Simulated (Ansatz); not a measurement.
```cif
data_structure
_symmetry_space_group_name_H-M 'P 1'
_symmetry_Int_Tables_number 1
_cell_length_a 3.7565
_cell_length_b 3.7565
_cell_length_c 9.2015
_cell_angle_alpha 90.000
_cell_angle_beta 90.000
_cell_angle_gamma 120.000
_cell_volume 112.45
loop_
_atom_site_label
_atom_site_type_symbol
_atom_site_fract_x
_atom_site_fract_y
_atom_site_fract_z
_atom_site_occupancy
Co1 Co 0.00000 0.00000 0.00000 1
Co2 Co 0.66667 0.33333 0.33333 1
Co3 Co 0.33333 0.66667 0.66667 1
Si1 Si 0.00000 0.00000 0.26630 1
Si2 Si 0.66667 0.33333 0.59963 1
Si3 Si 0.33333 0.66667 0.93297 1
Si4 Si 0.66667 0.33333 0.06703 1
Si5 Si 0.33333 0.66667 0.40037 1
Si6 Si 0.00000 0.00000 0.73370 1
```

Space group R-3m; not relaxed (largest force 1.5 eV/Å); computed pressure about 3 GPa in this cell; computed without spin polarisation.

Computed with DFT PBEsol, scalar-relativistic, plane waves, PAW in Ansatz 0.2.0.

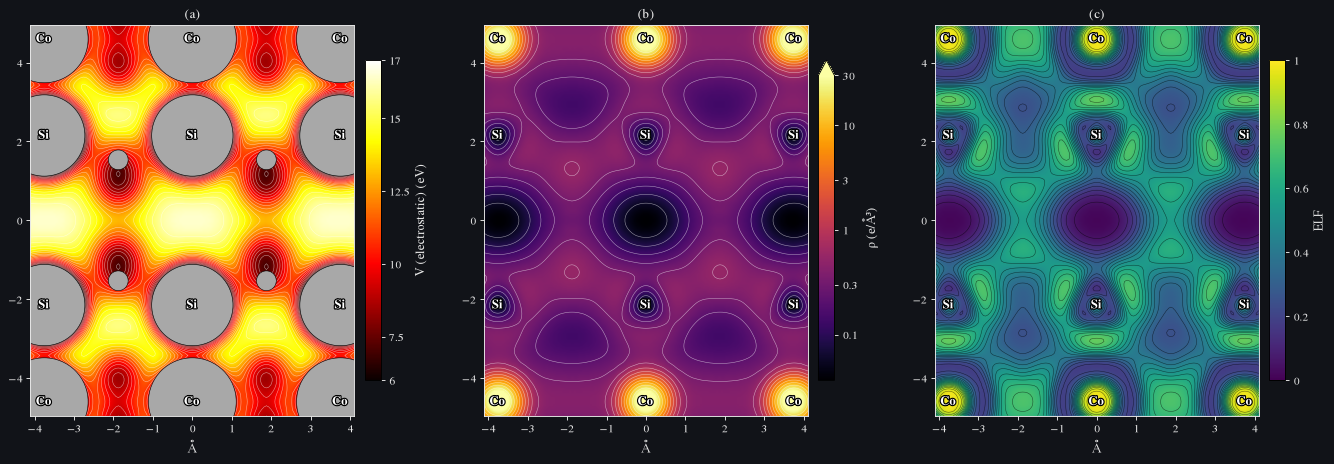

CoSi₂. (a) electrostatic potential (local pseudopotential plus Hartree) felt by an electron; (b) valence charge density (pseudo); (c) electron localisation function on the (100) plane of the conventional cell. Grey discs cover the atomic cores in the potential map.

Core electrons are frozen (PAW), and the valence fields are smoothed inside the atomic spheres.

**Interpret the plot.**

The plane passes through Co and Si nuclei.
Co–Si (2.45 Å): ρ at the midpoint is about 0.4 e/Å³; the ELF peaks at about 0.75 in the valence shell of Si, 0.9 Å from its nucleus, and is about 0.55 at the midpoint.
Between the atoms the lowest density in this plane is 0.04 e/Å³.
The features right at Co lie inside the PAW spheres, where the map follows smoothed inner orbitals and isn't to be read closely.
Outside the cores the potential energy rises away from the atoms and is highest about 2.1 Å from the nearest atoms; its zero is arbitrary.

**Metal or insulator at this level of theory?**

It is metallic or semimetallic at this level of theory: no gap opens.
